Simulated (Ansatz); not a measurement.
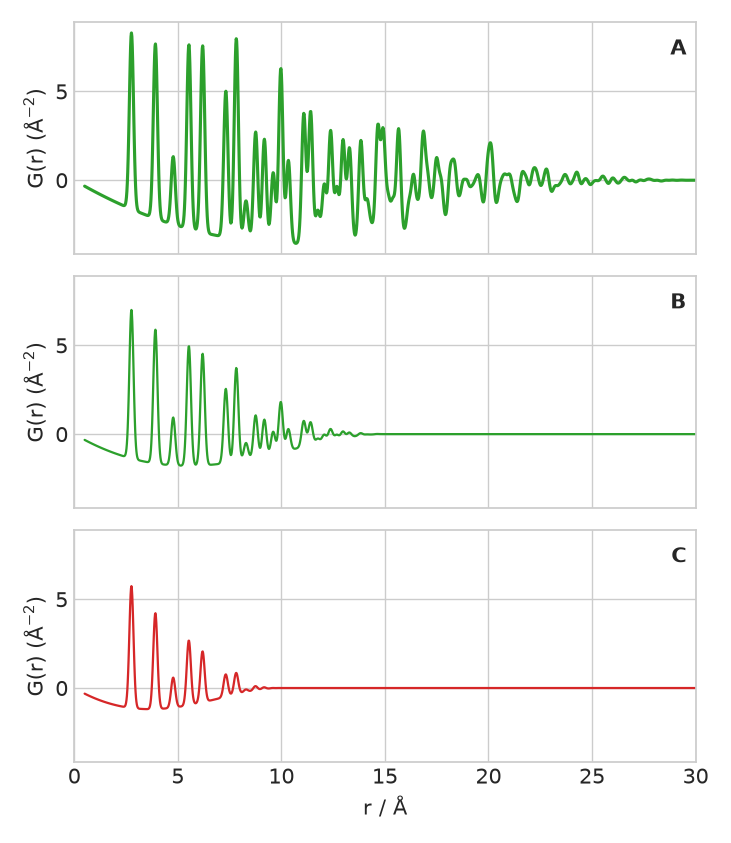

The curve is a calculated X-ray PDF: distances of the static structure, each pair weighted by the product of the atomic numbers (X-ray weights at Q = 0), broadened by Gaussians with σ = 0.10 Å, for spherical particles of Al with the bulk structure: the bulk G(r) is multiplied by the envelope of a sphere of diameter D, 1 − 3r/2D + r³/2D³, with no surface relaxation. The number density is 0.0544 atoms per Å³. Basis of the simulation: the geometry relaxed with Ansatz 0.2.0, DFT PBEsol, scalar-relativistic, plane waves, PAW; the starting structure was generated, so it need not be a known form of this composition.

> The diameters are 10, 15 and 30 Å. Which curve belongs to which?

curve A: 30 Å; curve B: 15 Å; curve C: 10 Å. The smaller the particle, the sooner the oscillations die out.
